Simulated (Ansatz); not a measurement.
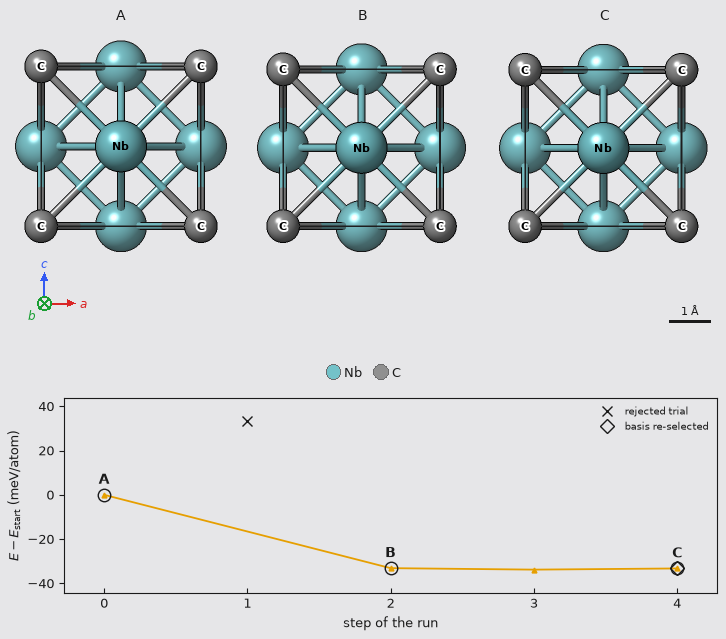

Frames of a relaxation of solid Nb3C (a generated structure, set up in Pm-3m) (coarse preliminary run), marked on the history of the run. The picture is a ball-and-stick view of the cell of the calculation, seen along the b axis.

Computed with DFT PBE, scalar-relativistic, plane waves, PAW in Ansatz 0.2.0. Settings: plane-wave cutoff 420 eV; k-point mesh 4 × 4 × 4; occupations gaussian; smearing width 0.1 eV; no spin polarisation; cell and atoms relaxed; force threshold 0.04 eV/Å; at most 70 steps.

Question: What happens along the run?

Answer: Over 2 accepted moves (4 points after the start) the energy falls by 33.3 meV per atom. All forces vanish by symmetry, so only the cell relaxes. Pressure: −10.45 GPa at the start and 0.13 GPa at the end. The line search rejected the trial step at point 1 of the run. At 1 point the geometry stayed and the basis and grid were re-selected for the new cell (energy shift of 0.5 meV per atom at most each time). No atom moves by more than 0.005 Å relative to the cell. The drawn cell changes as follows: a = b = c 3.969 → 3.884 Å (−2.1 %); the volume changes by −6.2 %. Among the contacts that change: Nb–Nb 2.806 → 2.747 Å, C–Nb 2.806 → 2.747 Å. The space group stays Pm-3m (No. 221). From step 0 to 2: volume −5.4 %, energy −33.1 meV per atom. From step 2 to 4: volume −0.9 %, energy −0.1 meV per atom.

```json
{"step": "0", "E − E(0), meV/atom": "0.00", "pressure, GPa": "-10.45", "volume, Å³/atom": "15.627", "note": ""}
{"step": "1", "E − E(0), meV/atom": "33.14", "pressure, GPa": "19.25", "volume, Å³/atom": "13.451", "note": "rejected"}
{"step": "2", "E − E(0), meV/atom": "-33.13", "pressure, GPa": "-1.51", "volume, Å³/atom": "14.785", "note": ""}
{"step": "3", "E − E(0), meV/atom": "-33.79", "pressure, GPa": "0.16", "volume, Å³/atom": "14.651", "note": ""}
{"step": "4", "E − E(0), meV/atom": "-33.26", "pressure, GPa": "0.13", "volume, Å³/atom": "14.651", "note": "same geometry, new basis"}
```

Limits of the set-up: the k-point mesh is coarse for a cell with partly filled bands.
